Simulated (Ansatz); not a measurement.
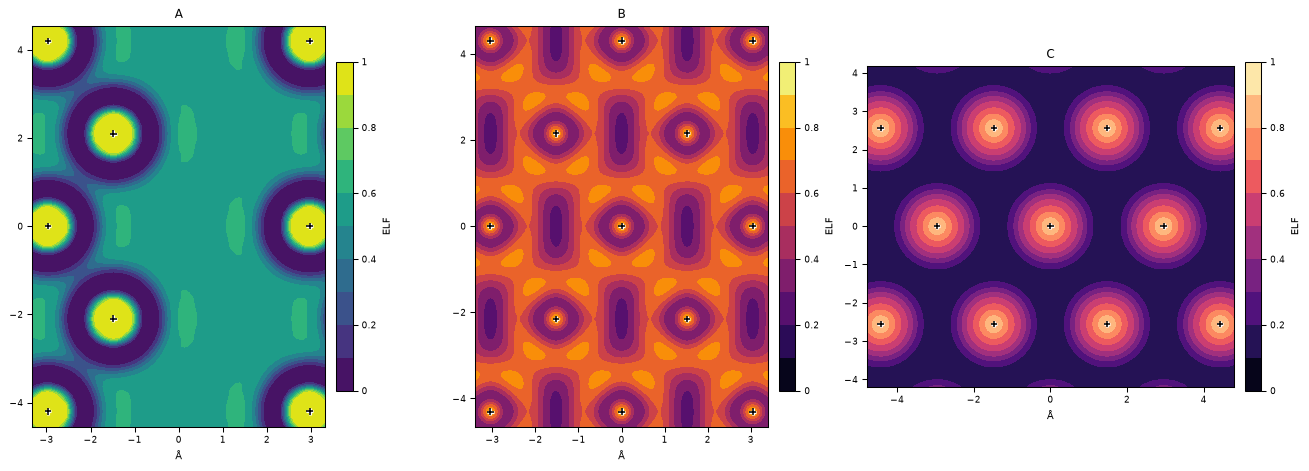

The ELF of 3 systems, each on a plane through atoms (crosses mark nuclei in the plane).

Theory: Ansatz, DFT, r2SCAN, plane waves (500 eV) with PAW, scalar-relativistic.

System 1: Li, the (011) plane of the conventional cell. Space group Fd-3m; set up as Li, diamond; a generated structure, not necessarily the stable one; changed on purpose from its base cell (volume × 1.0).

```
Li
1.0
     5.93782    0.00000    0.00000
     0.00000    5.93782    0.00000
     0.00000    0.00000    5.93782
Li
8
Direct
  0.75000 0.25000 0.25000
  0.25000 0.75000 0.25000
  0.25000 0.25000 0.75000
  0.75000 0.75000 0.75000
  0.50000 0.00000 0.00000
  0.00000 0.50000 0.00000
  0.00000 0.00000 0.50000
  0.50000 0.50000 0.50000
```

System 2: Si, the (110) plane of the conventional cell. Space group Im-3m; set up as Si, bcc; a generated structure, not necessarily the stable one; changed on purpose from its base cell (volume × 1.0).

```
Si
1.0
     3.04526    0.00000    0.00000
     0.00000    3.04526    0.00000
     0.00000    0.00000    3.04526
Si
2
Direct
  0.00000 0.00000 0.00000
  0.50000 0.50000 0.50000
```

System 3: Ag, the (001) plane of the conventional cell. Space group P6₃/mmc; set up as Ag, hcp; a generated structure, not necessarily the stable one; changed on purpose from its base cell (volume × 1.04); computed pressure about −4 GPa in this cell.

```
Ag
1.0
     2.95359    0.00000    0.00000
    -1.47680    2.55789    0.00000
     0.00000    0.00000    4.77660
Ag
2
Direct
  0.33333 0.66667 0.25000
  0.66667 0.33333 0.75000
```

### Match each panel to its system.

Panel A is system 1, Li: the plane holds Li. Li–Li (2.57 Å): the ELF is about 0.25 at the midpoint: no shared electron pair shows on this line. Panel B is system 2, Si: the plane holds Si. Si–Si (2.64 Å): the ELF peaks at about 0.75 between the atoms. Panel C is system 3, Ag: the plane holds Ag. Ag–Ag (2.95 Å): the ELF is about 0.15 at the midpoint: no shared electron pair shows on this line.
